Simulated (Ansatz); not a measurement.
## P: geometry relaxation (part 2 of 2)

P (Cmce, 4 atoms in the cell); DFT PBE+D3(BJ), scalar-relativistic, plane waves, PAW, no spin polarisation (Ansatz 0.2.0); cutoff 420 eV, 6×6×4 k-mesh, Gaussian smearing of 0.1 eV. The structure derives from an entry of the Crystallography Open Database.

Geometry of the input (Å; fractional positions):
```
1.6550  -5.2500  0.0000
1.6550  5.2500  0.0000
0.0000  0.0000  4.3800
P  0.0980  0.9020  0.9100
P  0.5980  0.4020  0.5900
P  0.9020  0.0980  0.0900
P  0.4020  0.5980  0.4100
```

**Output, continued**
```
SCF iter   1: F=—  HF=-3024.161518 eV  |F-HF|=—  |Δ(HF+E_count)|=         —  Δρ=4.23e-5  dr2=1.10e-7  ethr=5.10e-7  ⟨swp⟩=4.1  Hψ=5756  notcnv=0
eigensolver tolerance schedule: the retry pair's looser diagonalisation over-reported the residual by 922.43 of it (diagonalisation noise at 0.18 of the residual, at the tolerance the schedule requests for it); recorded, not acted on — ethr = c·dr2/N_el stays at c = 1.0e-1
preconditioner: auto → none  [insulator: Δε(μ)=0.275 eV  Ē_g=9.047 eV  σ=0.100 eV  W_gap=0.57  n_scr=12 (ndim 8)  ℏωp=19.8 eV  f_vac=0.000  D(μ)=0.40/eV (n_scr^D=0)  ε∞_Penn≈5.8]
SCF iter   2: F=—  HF=-3024.161523 eV  |F-HF|=—  |Δ(HF+E_count)|=   5.20e-6  Δρ=2.16e-5  dr2=2.90e-8  ethr=5.52e-10  ⟨swp⟩=3.2  Hψ=1073  notcnv=0
iter 3 did not close the SCF: its close was put off for the readings that it lacked (scf_convergence_deferred on its scf_iter line)
SCF iter   3: F=-3024.161523 eV  HF=-3024.161523 eV  |F-HF|=3.78e-10  |Δ(HF+E_count)|=   3.41e-7  Δρ=7.59e-7  dr2=6.13e-10  ethr=1.45e-10  ⟨swp⟩=2.0  Hψ=937  notcnv=0
iter 4 did not close the SCF: its close was put off for the readings that it lacked (scf_convergence_deferred on its scf_iter line)
SCF iter   4: F=-3024.161523 eV  HF=-3024.161523 eV  |F-HF|=5.55e-11  |Δ(HF+E_count)|=  1.20e-10  Δρ=3.22e-7  dr2=1.04e-10  ethr=3.07e-12  ⟨swp⟩=2.7  Hψ=919  notcnv=0
iter 5 did not close the SCF: its close was put off for the readings that it lacked (scf_convergence_deferred on its scf_iter line)
SCF iter   5: F=-3024.161523 eV  HF=-3024.161523 eV  |F-HF|=1.09e-11  |Δ(HF+E_count)|=  1.55e-11  Δρ=1.84e-7  dr2=7.66e-12  ethr=1.00e-12  ⟨swp⟩=2.4  Hψ=806  notcnv=0
SCF iter   6: F=-3024.161523 eV  HF=-3024.161523 eV  |F-HF|=1.36e-12  |Δ(HF+E_count)|=  1.14e-11  Δρ=2.06e-8  dr2=2.08e-13  ethr=1.00e-12  ⟨swp⟩=3.3  Hψ=2130  notcnv=0
SCF 7 converged in 6 iterations: F = -3024.161523 eV  dr2 = 2.08e-13
relax step   7: F+E_penalty+E_count = -3024.16152314 eV  Δ(F+E_penalty+E_count) = +3.867e-4 eV  max|allowed force component| = 2.119e-2 eV/Å  Δτ_max = 0.0000 Å  P = -0.147 GPa  Ω = 70.181 Å³  stress off target by 2.92e-1 GPa  SCF on the basis re-selected at this cell (its energy is not comparable with the rows above)  (6 SCF iters)
```

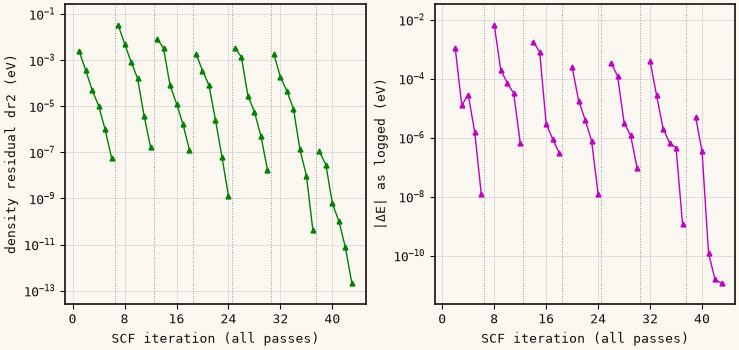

Convergence of the self-consistent field: density residual dr2 and size of the energy change against the SCF iteration. The dotted lines part the SCF passes of the relaxation: geometry steps, rejected trials and re-solves on a re-selected basis. The 7 passes take 6 to 7 iterations each, 43 in all.

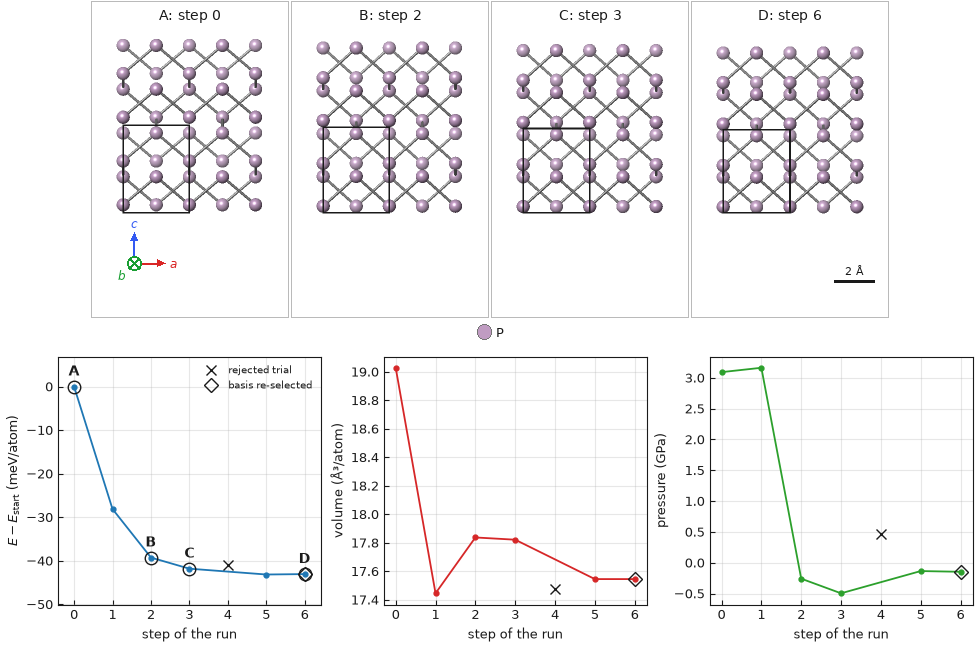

Frames of the relaxation (ball-and-stick view of the cell 2 times as large as that of the calculation, set on its symmetry axes, repeated 2 × 1 × 2, along the b axis) above the curves, on which the letters mark them (the first geometry is step 0 here and step 1 in the log).

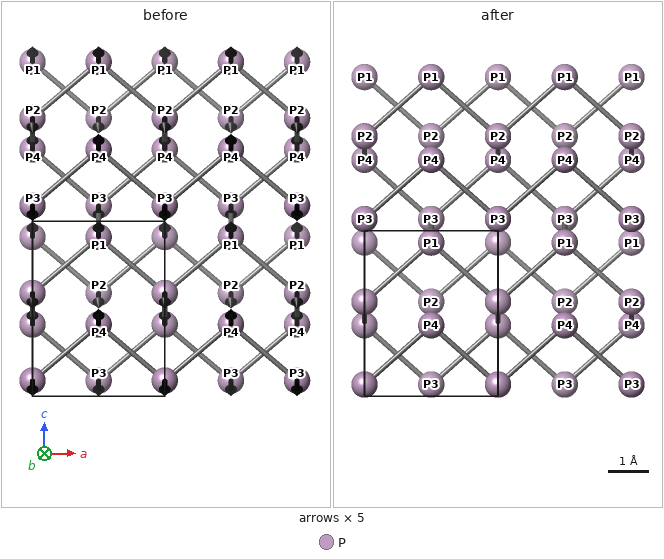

Before (left) and after (right) the relaxation, at one scale (ball-and-stick view of the cell 2 times as large as that of the calculation, set on its symmetry axes, repeated 2 × 1 × 2, along the b axis). The black arrows give the displacements (without the part carried along by the change of the cell), magnified 5 times. After 5 geometry steps the energy has fallen by 43.2 meV per atom. The largest force component goes from 0.85 to 0.021 eV/Å. Pressure: 3.09 GPa at the start and −0.15 GPa at the end. The line search rejected the trial step at point 4 (counted from 0) and went back. The largest moves relative to the cell, 0.12 Å, are those of P1, P2, P3 and P4. The drawn cell changes as follows: a 3.310 → 3.341 Å (+0.9 %), b 10.500 → 10.146 Å (−3.4 %), c 4.380 → 4.141 Å (−5.4 %); the volume changes by −7.8 %. Among the contacts that change: P1–P2 2.169 → 2.233 Å, P1–P3 2.204 → 2.248 Å. Among the angles that change: P2–P1–P3 103.4° → 100.0°, P2–P1–P2 99.5° → 96.9°. The space group stays Cmce (No. 64). A last SCF at the same geometry on a re-selected plane-wave basis shifts the energy by +0.1 meV per atom. (Atoms are counted from 1 in the order of the input.)

```
basis re-selected at this cell: Δ(F+E_penalty+E_count) = +3.867e-4 eV, ΔP = -0.012 GPa vs the last step (what re-selecting the basis moved, of the pressure what is left beyond the Pulay correction that the steps carried, after the strain that the cell walked since its last selection, with what the two solves' SCF thresholds leave and, on support functions, any second-order correction that the steps lacked; it is no measure of the basis error at this ecutwfc). The dense FFT grid was sized anew with the basis: this SCF ran on 36×36×30 points, the steps before it on 40×40×30, so part of this shift can come from that change (see relax.cell in the input reference). This SCF's stress stands 2.92e-1 GPa from its target on what of the cell is left free (relax.cell.stress_tol is 5.00e-1 GPa) and its largest allowed force component is 2.12e-2 eV/Å (relax.f_tol is 5.00e-2 eV/Å): within both
SCF converged after 6 iterations
Free energy (F): -3024.161523 eV
Harris-Foulkes:  -3024.161523 eV  (|F-HF|=1.36e-12)
Internal energy: -3024.159522 eV  (E = F + TS)
E sigma→0 (E₀):  -3024.160522 eV
Entropy (-TS):   -0.002002 eV (-0.500 meV/atom)
Fermi energy:    8.580091 eV
--- Per-component energies (eV) ---
  E_band       = 36.602037
  E_kinetic    = 281.787166
  E_local      = -219.200094  (includes V_loc(G=0)·N_el)
  E_nonlocal   = 135.712078
  E_hartree    = 55.881939
  E_xc         = -246.083575
  E_vxc        = -243.343831  (∫ρ·V_xc dr)
  E_paw        = -2277.321543  (= ΣΔE_a)
  E_vpaw       = -30.117172  (= ΣTr[D̂ρ^β])
  E_aug_tail   = 0.000012  (compensation charges beyond the density's cutoff)
  E_ewald      = -753.334296
  E_disp       = -1.601208  (pairwise vdW)
  E_smearing   = -0.002002  (= −TS)
  E_closure    = 0.000000  (closes the sum)
  Σ components = -3024.161523   (vs F -3024.161523, Δ=0.00e0)
--- Forces (eV/Å), atoms counted from 1 ---
  atom   1  P      0.00000000     0.01158619     0.02118812
  atom   2  P      0.00000000     0.01158619    -0.02118812
  atom   3  P     -0.00000000    -0.01158619    -0.02118812
  atom   4  P      0.00000000    -0.01158619     0.02118812
  max |Σ_I F_I| component: 3.47e-18 eV/Å
--- Stress (GPa, compression-positive) ---
        0.119014       0.000000       0.000000
        0.000000      -0.267079       0.000000
        0.000000       0.000000      -0.292059
  P = ⅓ Tr σ = -0.1467 GPa (-1.467 kbar)
--- Band table (eV; the first three rows and the last of 39) ---
  k-point 0: bands = ["-7.4100", "-3.9975", "-0.5182", "1.2851", "3.5188", "4.4102", "4.4487", "5.7866", "5.8635", "7.2383", "9.7140", "9.7963", "10.4217", "12.0355"]
  k-point 1: bands = ["-6.9909", "-4.4731", "-0.9466", "1.2767", "2.7101", "4.7590", "4.8623", "5.8629", "5.8660", "7.8683", "9.9860", "10.0435", "10.9629", "11.6330"]
  k-point 2: bands = ["-5.8335", "-5.8335", "-0.1846", "-0.1846", "3.4358", "3.4358", "5.4652", "5.4652", "7.7433", "7.7433", "9.9873", "9.9873", "10.7062", "10.7062"]
  k-point 38: bands = ["-5.6488", "-5.6488", "-1.3305", "-1.3305", "5.3753", "5.3753", "6.2295", "6.2295", "7.3673", "7.3673", "9.9002", "9.9002", "11.3103", "11.3103"]
--- Relaxed structure (6 steps of the walk, 5 accepted, 1 SCFs on fresh bases) ---
  F+E_penalty+E_count = -3024.16152314 eV   max|allowed force component| = 2.119e-2 eV/Å   (the final SCF, on the basis selected at the relaxed cell)
  cell:  # Å, volume = 70.1806 Å³
    - [1.67027008495953, -5.072782777368929, 0.0]
    - [1.67027008495953, 5.072782777368929, 0.0]
    - [0.0, 0.0, 4.141466470173666]
  atoms:
    - { symbol: P, position: [0.1069029485882999, 0.8930970514117, 0.9288511705760121] }
    - { symbol: P, position: [0.6069029485882999, 0.39309705141170015, 0.5711488294239876] }
    - { symbol: P, position: [0.8930970514117, 0.1069029485882999, 0.07114882942398783] }
    - { symbol: P, position: [0.39309705141170015, 0.6069029485882999, 0.4288511705760121] }
```

**Trajectory as extended XYZ (Å, eV, eV/Å), 7 frames, from step=1 to step=7**
```
4
Lattice="1.6550 -5.2500 0.0000 1.6550 5.2500 0.0000 0.0000 0.0000 4.3800" Properties=species:S:1:pos:R:3:forces:R:3 step=1 energy=-3023.98929 pressure_GPa=3.09
P     1.6550    4.2210    3.9858    0.0000  -0.5278   0.8491
P     1.6550   -1.0290    2.5842    0.0000  -0.5278  -0.8491
P     1.6550   -4.2210    0.3942    0.0000   0.5278  -0.8491
P     1.6550    1.0290    1.7958    0.0000   0.5278   0.8491
4
Lattice="1.6089 -5.0229 0.0000 1.6089 5.0229 0.0000 0.0000 0.0000 4.3175" Properties=species:S:1:pos:R:3:forces:R:3 step=2 energy=-3024.10175 pressure_GPa=3.16
P     1.6089    3.9592    3.9840    0.0000  -0.2073   0.1597
P     1.6089   -1.0637    2.4923    0.0000  -0.2073  -0.1597
P     1.6089   -3.9592    0.3336    0.0000   0.2073  -0.1597
P     1.6089    1.0637    1.8252    0.0000   0.2073   0.1597
4
Lattice="1.6535 -5.0390 0.0000 1.6535 5.0390 0.0000 0.0000 0.0000 4.2817" Properties=species:S:1:pos:R:3:forces:R:3 step=3 energy=-3024.14634 pressure_GPa=-0.26
P     1.6535    3.9595    3.9548    0.0000   0.0623   0.0711
P     1.6535   -1.0795    2.4677    0.0000   0.0623  -0.0711
P     1.6535   -3.9595    0.3269    0.0000  -0.0623  -0.0711
P     1.6535    1.0795    1.8139    0.0000  -0.0623   0.0711
4
Lattice="1.6621 -5.0958 0.0000 1.6621 5.0958 0.0000 0.0000 0.0000 4.2084" Properties=species:S:1:pos:R:3:forces:R:3 step=4 energy=-3024.15655 pressure_GPa=-0.50
P     1.6621    4.0119    3.8999    0.0000   0.0412   0.0087
P     1.6621   -1.0839    2.4126    0.0000   0.0412  -0.0087
P     1.6621   -4.0119    0.3084    0.0000  -0.0412  -0.0087
P     1.6621    1.0839    1.7957    0.0000  -0.0412   0.0087
4
Lattice="1.6922 -5.0726 0.0000 1.6922 5.0726 0.0000 0.0000 0.0000 4.0712" Properties=species:S:1:pos:R:3:forces:R:3 step=5 energy=-3024.15319 pressure_GPa=0.47 accepted=F
P     1.6922    3.9947    3.7785    0.0000  -0.1258   0.2318
P     1.6922   -1.0780    2.3283    0.0000  -0.1258  -0.2318
P     1.6922   -3.9947    0.2927    0.0000   0.1258  -0.2318
P     1.6922    1.0780    1.7429    0.0000   0.1258   0.2318
4
Lattice="1.6703 -5.0728 0.0000 1.6703 5.0728 0.0000 0.0000 0.0000 4.1415" Properties=species:S:1:pos:R:3:forces:R:3 step=6 energy=-3024.16191 pressure_GPa=-0.13
P     1.6703    3.9882    3.8468    0.0000   0.0117   0.0211
P     1.6703   -1.0846    2.3654    0.0000   0.0117  -0.0211
P     1.6703   -3.9882    0.2947    0.0000  -0.0117  -0.0211
P     1.6703    1.0846    1.7761    0.0000  -0.0117   0.0211
4
Lattice="1.6703 -5.0728 0.0000 1.6703 5.0728 0.0000 0.0000 0.0000 4.1415" Properties=species:S:1:pos:R:3:forces:R:3 step=7 energy=-3024.16152 pressure_GPa=-0.15
P     1.6703    3.9882    3.8468    0.0000   0.0116   0.0212
P     1.6703   -1.0846    2.3654    0.0000   0.0116  -0.0212
P     1.6703   -3.9882    0.2947    0.0000  -0.0116  -0.0212
P     1.6703    1.0846    1.7761    0.0000  -0.0116   0.0212
```
